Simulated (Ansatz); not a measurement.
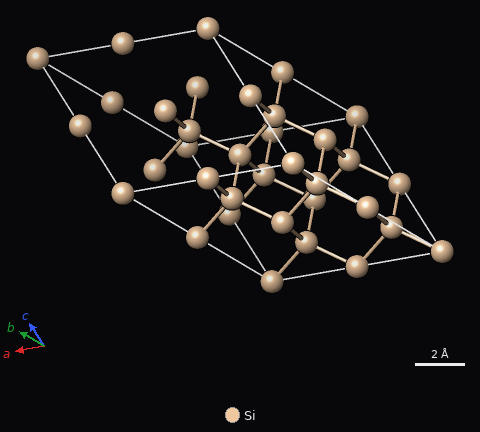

Starting frame of a dynamics run of a 16-atom cell of Si (built on the database structure type). A ball-and-stick model of the reduced simulation cell, seen from a free direction. Bonds to atoms that aren't drawn are left out. Lengths and directions refer to the drawn axes.

All numbers below come from DFT, r2SCAN, plane waves, PAW in Ansatz 0.2.0.

The input:
```yaml
crystal:
  lattice:
    - [0.0, 5.4442394761, 5.4442394761]
    - [5.4442394761, 0.0, 5.4442394761]
    - [5.4442394761, 5.4442394761, 0.0]
  atoms:
    - { symbol: Si, position: [0.125, 0.125, 0.125] }
    - { symbol: Si, position: [0.0, 0.0, 0.0] }
    - { symbol: Si, position: [0.125, 0.125, 0.625] }
    - { symbol: Si, position: [0.0, 0.0, 0.5] }
    - { symbol: Si, position: [0.125, 0.625, 0.125] }
    - { symbol: Si, position: [0.0, 0.5, 0.0] }
    - { symbol: Si, position: [0.125, 0.625, 0.625] }
    - { symbol: Si, position: [0.0, 0.5, 0.5] }
    - { symbol: Si, position: [0.625, 0.125, 0.125] }
    - { symbol: Si, position: [0.5, 0.0, 0.0] }
    - { symbol: Si, position: [0.625, 0.125, 0.625] }
    - { symbol: Si, position: [0.5, 0.0, 0.5] }
    - { symbol: Si, position: [0.625, 0.625, 0.125] }
    - { symbol: Si, position: [0.5, 0.5, 0.0] }
    - { symbol: Si, position: [0.625, 0.625, 0.625] }
    - { symbol: Si, position: [0.5, 0.5, 0.5] }
kpoints:
  mp_grid: { grid: [2, 2, 2] }
hamiltonian:
  xc: r2scan
scf:
  occupations: { method: fermi_dirac, width: 0.02 }
md:
  ensemble: nvt_langevin
  temperature: 100
  timestep: 3.0
  n_steps: 40
  initial_velocities: maxwell_boltzmann
  seed: 2973
```

Run as
```bash
ansatz run input.yaml --threads 4 --pin off --max-ram 5529MiB --backend cpu --events-out ev --progress --plain --runs-dir out
```

> Predict how the run goes.

Over the second half the temperature averages 82 K (spread ±6 K). The potential energy in the second half lies on average 8.6 meV per atom above the first frame. In the second half of the run the atoms are, in the root-mean-square, this far from where they began (common drift taken out): Si 0.07 Å. That is small against the typical shortest distance between atoms in the first frame, about 2.4 Å: the atoms vibrate about their sites and the arrangement holds.

Along the run (each row but the first and the last is the mean over the interval that it begins):

```tsv
time (fs)	potential energy (meV/atom)	T (K)
0.0	0.0	94
15.0	8.1	44
30.0	6.1	71
45.0	8.8	57
60.0	7.8	81
75.0	7.9	84
90.0	9.6	77
105.0	8.8	86
120.0	9.9	83
```

The paths of the atoms, magnified 5 times:

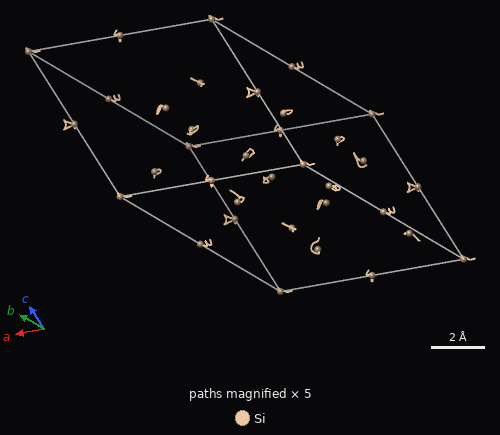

Cost: 4.2 min on 4 threads of Arm Neoverse V1 (shared host), peak memory 1.7 GiB.
